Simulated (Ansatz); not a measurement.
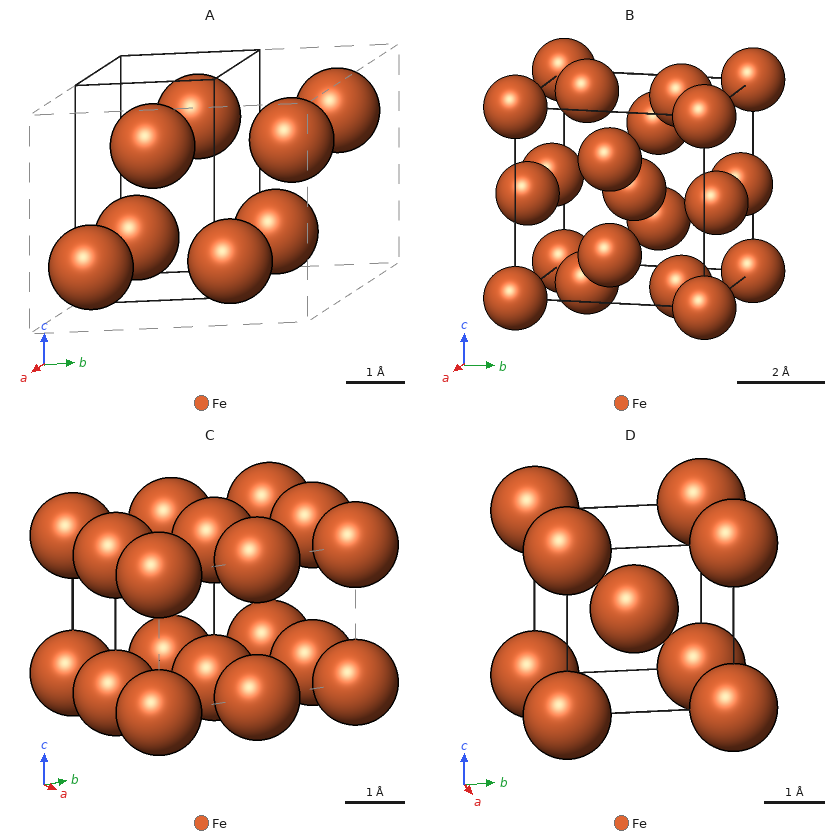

Four structures of Fe, each relaxed to rest (conventional cells in solid outline, small ones repeated, each panel with its own scale). Method: DFT PBE, scalar-relativistic, plane waves, PAW (Ansatz), with collinear spins.

### Name the structure in each panel.

A: hexagonal close-packed (Mg type), P6_3/mmc; B: β-tungsten (A15) type, Pm-3n; C: simple hexagonal, P6/mmm; D: body-centred cubic (W type), Im-3m.

### Rank them by energy, lowest first.

D, then A (+79 meV/atom), B (+94 meV/atom) and C (+484 meV/atom), energies at zero smearing.

### Collect the results in a table.

| panel | structure | E − E(lowest) (meV/atom) | volume (Å³/atom) | gap (eV) |
| --- | --- | --- | --- | --- |
| D | Im-3m | 0 | 11.3 | metal |
| A | P6_3/mmc | 79 | 10.2 | metal |
| B | Pm-3n | 94 | 11.5 | metal |
| C | P6/mmm | 484 | 12.7 | metal |

Some of these may be structure types tried for this composition rather than known phases, and the most stable form need not be among them. Gaps are taken on the k-mesh or band path of each run.
